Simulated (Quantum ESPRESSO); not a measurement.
# Dielectric function and optical constants of LiCl

Wanted: where LiCl starts to absorb, how strongly, and its refractive index. The cell comes from an older database entry, whose edges can differ from later determinations, mostly by under a per cent.

Program: Quantum ESPRESSO 7.5. Level of theory: DFT, PBE, plane waves with norm-conserving potentials (PseudoDojo), scalar-relativistic, independent-particle optical response without local fields and without the non-local commutator. Results are calculated unless marked as measured.

The database entry behind the starting cell differs from later determinations by our own check (0.1 to 0.3 % short, probably kX units), so it need not match the best structure at ambient conditions.

## 1. The structure

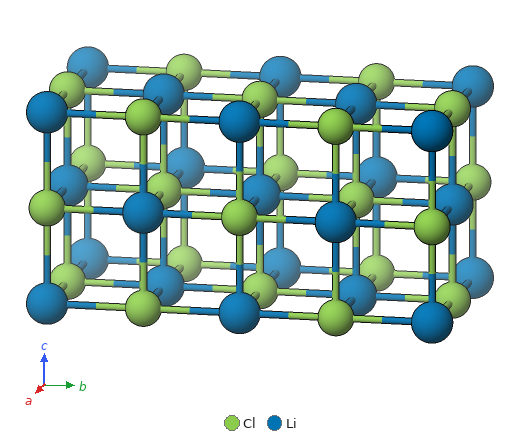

The starting structure, seen slightly off an axis (chlorine green, lithium blue). 1×2×1 cells are drawn. This picture shows the conventional cell, with its axes. Some periodic images of atoms are drawn too.

## 2. Ground state

The self-consistent density comes first; it also tells whether there is a gap, which decides the occupations and the need for a Drude term.

This step: DFT, PBE, plane waves with norm-conserving potentials (PseudoDojo), scalar-relativistic, ground state (Quantum ESPRESSO 7.5).

scf.in

```
&control
  calculation = 'scf'
  prefix = 'x'
  outdir = './tmp'
  pseudo_dir = './'
  verbosity = 'high'
/
&system
  ibrav = 0
  nat = 2
  ntyp = 2
  ecutwfc = 90
  occupations = 'smearing'
  smearing = 'fd'
  degauss = 0.003675
  nbnd = 9
/
&electrons
  conv_thr = 1e-09
  electron_maxstep = 100
/
ATOMIC_SPECIES
  Cl 1.0 Cl.upf
  Li 1.0 Li.upf
CELL_PARAMETERS angstrom
  0.000000000000 2.564770000000 2.564770000000
  2.564770000000 0.000000000000 2.564770000000
  2.564770000000 2.564770000000 0.000000000000
ATOMIC_POSITIONS crystal
  Cl 0.500000000000 0.500000000000 0.500000000000
  Li 0.000000000000 0.000000000000 0.000000000000
K_POINTS automatic
  8 8 8 0 0 0
```

Started as:

```
mpirun -n 4 pw.x -nk 4 -in scf.in
```

What it wrote:

```text
for quantum simulation of materials; please cite

     using ibrav=0 with symmetry is DISCOURAGED, use correct ibrav instead

     G-vector sticks info
     --------------------
     sticks:   dense  smooth     PW     G-vecs:    dense   smooth      PW
     Sum        1159    1159    349                26301    26301    4279

     Using Slab Decomposition

     bravais-lattice index     =            0
     lattice parameter (alat)  =       6.8543  a.u.
     unit-cell volume          =     227.7046 (a.u.)^3
     number of atoms/cell      =            2
     number of atomic types    =            2
     number of electrons       =        10.00
     number of Kohn-Sham states=            9
     kinetic-energy cutoff     =      90.0000  Ry
     charge density cutoff     =     360.0000  Ry
     scf convergence threshold =      1.0E-09
     mixing beta               =       0.7000
     number of iterations used =            8  plain     mixing
     Exchange-correlation= PBE
                           (   1   4   3   4   0   0   0)

     celldm(1)=   6.854287  celldm(2)=   0.000000  celldm(3)=   0.000000
     celldm(4)=   0.000000  celldm(5)=   0.000000  celldm(6)=   0.000000

     crystal axes: (cart. coord. in units of alat)
               a(1) = (   0.000000   0.707107   0.707107 )
               a(2) = (   0.707107   0.000000   0.707107 )
               a(3) = (   0.707107   0.707107   0.000000 )

     reciprocal axes: (cart. coord. in units 2 pi/alat)
               b(1) = ( -0.707107  0.707107  0.707107 )
               b(2) = (  0.707107 -0.707107  0.707107 )
               b(3) = (  0.707107  0.707107 -0.707107 )

     ./Cl.upf
     Pseudo is Norm-conserving + core correction, Zval =  7.0
     Generated using ONCVPSP code by D. R. Hamann
     Using radial grid of 1028 points,  6 beta functions with:
                l(1) =   0
                l(2) =   0
                l(3) =   1
                l(4) =   1
                l(5) =   2
                l(6) =   2

     ./Li.upf
     Pseudo is Norm-conserving, Zval =  3.0
     Generated using ONCVPSP code by D. R. Hamann
     Using radial grid of 1944 points,  4 beta functions with:
                l(1) =   0
                l(2) =   0
                l(3) =   1
                l(4) =   1

     atomic species   valence    mass     pseudopotential
     Cl                7.00     1.00000     Cl( 1.00)
     Li                3.00     1.00000     Li( 1.00)

     48 Sym. Ops., with inversion, found

                                    s                        frac. trans.

     [... symmetry matrices left out ...]
   Cartesian axes

     site n.     atom                  positions (alat units)
         1        Cl     tau(   1) = (   0.7071068   0.7071068   0.7071068  )
         2        Li     tau(   2) = (   0.0000000   0.0000000   0.0000000  )

   Crystallographic axes

     site n.     atom                  positions (cryst. coord.)
         1        Cl     tau(   1) = (  0.5000000  0.5000000  0.5000000  )
         2        Li     tau(   2) = (  0.0000000  0.0000000  0.0000000  )

     number of k points=    29  Fermi-Dirac smearing, width (Ry)=  0.0037
                       cart. coord. in units 2pi/alat
        k(    1) = (   0.0000000   0.0000000   0.0000000), wk =   0.0039062
        k(    2) = (   0.0883883   0.0883883  -0.0883883), wk =   0.0312500
        k(    3) = (   0.1767767   0.1767767  -0.1767767), wk =   0.0312500
        k(    4) = (   0.2651650   0.2651650  -0.2651650), wk =   0.0312500
        k(    5) = (  -0.3535534  -0.3535534   0.3535534), wk =   0.0156250
        k(    6) = (   0.1767767   0.0000000   0.0000000), wk =   0.0234375
        k(    7) = (   0.2651650   0.0883883  -0.0883883), wk =   0.0937500
        k(    8) = (   0.3535534   0.1767767  -0.1767767), wk =   0.0937500
        k(    9) = (  -0.2651650  -0.4419417   0.4419417), wk =   0.0937500
        k(   10) = (  -0.1767767  -0.3535534   0.3535534), wk =   0.0937500
        k(   11) = (  -0.0883883  -0.2651650   0.2651650), wk =   0.0937500
        k(   12) = (   0.0000000  -0.1767767   0.1767767), wk =   0.0468750
        k(   13) = (   0.3535534   0.0000000   0.0000000), wk =   0.0234375
        k(   14) = (   0.4419417   0.0883883  -0.0883883), wk =   0.0937500
        k(   15) = (  -0.1767767  -0.5303301   0.5303301), wk =   0.0937500
        k(   16) = (  -0.0883883  -0.4419417   0.4419417), wk =   0.0937500
[...]
cryst. coord.
[...]
k(   22) = (   0.1250000   0.2500000   0.3750000), wk =   0.0937500
        k(   23) = (   0.1250000   0.2500000  -0.5000000), wk =   0.1875000
        k(   24) = (   0.1250000   0.2500000  -0.3750000), wk =   0.0937500
        k(   25) = (   0.1250000   0.3750000  -0.5000000), wk =   0.0937500
        k(   26) = (   0.1250000   0.3750000  -0.3750000), wk =   0.1875000
        k(   27) = (   0.1250000   0.3750000  -0.2500000), wk =   0.0937500
        k(   28) = (   0.1250000  -0.5000000  -0.3750000), wk =   0.0468750
        k(   29) = (   0.2500000  -0.5000000  -0.2500000), wk =   0.0234375

     Dense  grid:    26301 G-vectors     FFT dimensions: (  45,  45,  45)

     Initial potential from superposition of free atoms

     starting charge       9.9954, renormalised to      10.0000
     Starting wfcs are    6 randomized atomic wfcs +    3 random wfcs

     Self-consistent Calculation

     iteration #  1     ecut=    90.00 Ry     beta= 0.70
     Davidson diagonalization with overlap

            54 MiB given to the printing process from OS
            23 MiB allocation reported by mallinfo(arena+hblkhd)
------------------
     ethr =  1.00E-02,  avg # of iterations =  5.5

     Threshold (ethr) on eigenvalues was too large:
     Diagonalizing with lowered threshold

     Davidson diagonalization with overlap

            55 MiB given to the printing process from OS
            26 MiB allocation reported by mallinfo(arena+hblkhd)
------------------
     ethr =  2.14E-04,  avg # of iterations =  2.8

     total energy              =     -47.46859999 Ry
     estimated scf accuracy    <       0.02090444 Ry

     iteration #  2     ecut=    90.00 Ry     beta= 0.70
     Davidson diagonalization with overlap

            65 MiB given to the printing process from OS
            31 MiB allocation reported by mallinfo(arena+hblkhd)
------------------
     ethr =  2.09E-04,  avg # of iterations =  2.0

     total energy              =     -47.47340852 Ry
     estimated scf accuracy    <       0.00276918 Ry

     iteration #  3     ecut=    90.00 Ry     beta= 0.70
     Davidson diagonalization with overlap

            65 MiB given to the printing process from OS
            31 MiB allocation reported by mallinfo(arena+hblkhd)
------------------
     ethr =  2.77E-05,  avg # of iterations =  2.8

     total energy              =     -47.47404652 Ry
     estimated scf accuracy    <       0.00010993 Ry

     iteration #  4     ecut=    90.00 Ry     beta= 0.70
     Davidson diagonalization with overlap

            67 MiB given to the printing process from OS
            32 MiB allocation reported by mallinfo(arena+hblkhd)
------------------
     ethr =  1.10E-06,  avg # of iterations =  3.6

     total energy              =     -47.47406101 Ry
     estimated scf accuracy    <       0.00000239 Ry

     iteration #  5     ecut=    90.00 Ry     beta= 0.70
     Davidson diagonalization with overlap

            67 MiB given to the printing process from OS
            33 MiB allocation reported by mallinfo(arena+hblkhd)
------------------
     ethr =  2.39E-08,  avg # of iterations =  2.0

     total energy              =     -47.47406179 Ry
     estimated scf accuracy    <       0.00000020 Ry

     iteration #  6     ecut=    90.00 Ry     beta= 0.70
     Davidson diagonalization with overlap

            68 MiB given to the printing process from OS
            34 MiB allocation reported by mallinfo(arena+hblkhd)
------------------
     ethr =  1.95E-09,  avg # of iterations =  2.0

     total energy              =     -47.47406184 Ry
     estimated scf accuracy    <          4.0E-09 Ry

     iteration #  7     ecut=    90.00 Ry     beta= 0.70
     Davidson diagonalization with overlap

            69 MiB given to the printing process from OS
            35 MiB allocation reported by mallinfo(arena+hblkhd)
------------------
     ethr =  3.98E-11,  avg # of iterations =  2.4

     End of self-consistent calculation

          k = 0.0000 0.0000 0.0000 (  3287 PWs)   bands (ev):

   -41.8052 -11.7299   1.6668   1.6668   1.6668   7.9953  13.4648  13.4648
    13.4648

     occupation numbers
     1.0000   1.0000   1.0000   1.0000   1.0000   0.0000   0.0000   0.0000
     0.0000

          k = 0.0884 0.0884-0.0884 (  3299 PWs)   bands (ev):

   -41.8048 -11.6545   1.1410   1.6258   1.6258   8.4572  12.7302  13.3890
    13.3890

     occupation numbers
     1.0000   1.0000   1.0000   1.0000   1.0000   0.0000   0.0000   0.0000
     0.0000

          k = 0.1768 0.1768-0.1768 (  3305 PWs)   bands (ev):

   -41.8038 -11.4624   0.0881   1.5322   1.5322   8.8810  12.2826  12.2826
    12.5960

     occupation numbers
     1.0000   1.0000   1.0000   1.0000   1.0000   0.0000   0.0000   0.0000
     0.0000

          k = 0.2652 0.2652-0.2652 (  3284 PWs)   bands (ev):

   -41.8028 -11.2539  -0.8029   1.4455   1.4455   8.6002  11.4086  11.4086
    13.8129

     occupation numbers
     1.0000   1.0000   1.0000   1.0000   1.0000   0.0000   0.0000   0.0000
     0.0000

          k =-0.3536-0.3536 0.3536 (  3274 PWs)   bands (ev):

   -41.8024 -11.1618  -1.1446   1.4113   1.4113   8.4130  11.1060  11.1060
    14.6358

     occupation numbers
     1.0000   1.0000   1.0000   1.0000   1.0000   0.0000   0.0000   0.0000
     0.0000

     [... further k points left out ...]

     the Fermi energy is     5.3029 ev

!    total energy              =     -47.47406184 Ry
     estimated scf accuracy    <          2.0E-10 Ry
     smearing contrib. (-TS)   =       0.00000000 Ry
     internal energy E=F+TS    =     -47.47406184 Ry

     The total energy is F=E-TS. E is the sum of the following terms:
     one-electron contribution =     -10.49978836 Ry
     hartree contribution      =       7.60823263 Ry
     xc contribution           =     -12.42764263 Ry
     ewald contribution        =     -32.15486348 Ry

     convergence has been achieved in   7 iterations

     XML data file, charge density, pseudopotentials, collected wavefunctions

                                        0.00s GPU  (     281 calls)

=------------------------------------------------------------------------------=
   JOB DONE.
=------------------------------------------------------------------------------=
```

The job ended after 4.5 s (4 MPI ranks of Arm Neoverse V2, shared host; peak memory 0.07 GiB; 18 s of CPU time).

This step gave:

```
total energy           : -47.47 Ry
gap on the k-mesh      : 6.329 eV
direct gap on the mesh : 6.329 eV
```

There is a gap, 6.33 eV on this mesh (points off the mesh can give less), so no carriers' term is needed.

(Part 1 of 2 ends here.)

[Machine, clock, banner and «Message from routine» lines are left out of the logs.]

[Logs are printed without paths, hosts, clocks, repeated set-up lines and the standing remarks that a program may print on its own settings, such as how far it seeks lower states.]

[Hosts, paths, dates, database ids (printed as entryN), source tags and the programs' standing remarks are cut or masked in the printed files.]
